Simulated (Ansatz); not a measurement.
Consider CdS.

```
CELL_PARAMETERS angstrom
4.19806 0.00000 0.00000
-2.09903 3.63563 0.00000
0.00000 0.00000 5.63115
ATOMIC_POSITIONS crystal
Cd 0.00000 0.00000 0.43752
S 0.66667 0.33333 0.43948
```

Space group P3m1; a structure from a database of computed crystals, not necessarily the ambient phase; changed on purpose from its base cell (functional PBEsol, strained and moved within the space group).

All numbers below come from Ansatz 0.2.0, DFT PBEsol, scalar-relativistic, plane waves, PAW.

Q: What can the converged valence pseudo-density and electron localisation function tell about the bonding?

A: Cd–S (2.42 Å): ρ at the midpoint is about 0.51 e/Å³; the ELF peaks at about 0.85 in the valence shell of S, 0.8 Å from its nucleus, and is about 0.35 at the midpoint.

Q: Metal or insulator at this level of theory?

A: It is gapped, with a Kohn–Sham gap of 1.5 eV on the k-point mesh (the band edges may lie off the mesh, which would make the gap smaller).

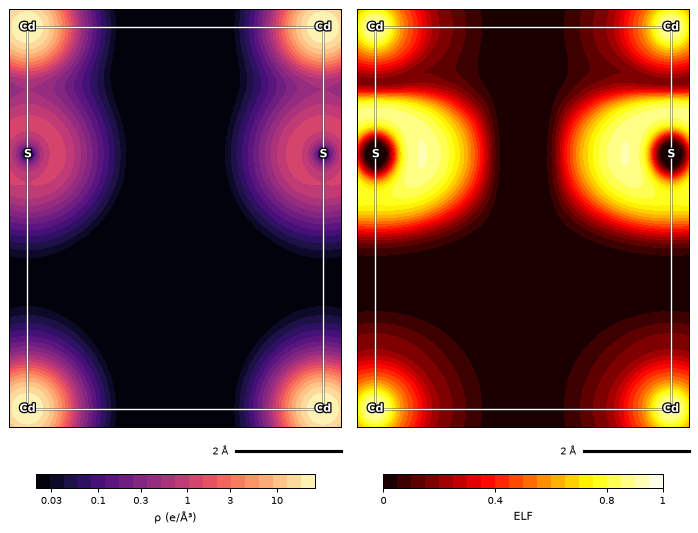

Computed valence pseudo-density and electron localisation function on the (110) plane of the conventional cell, in this order. 
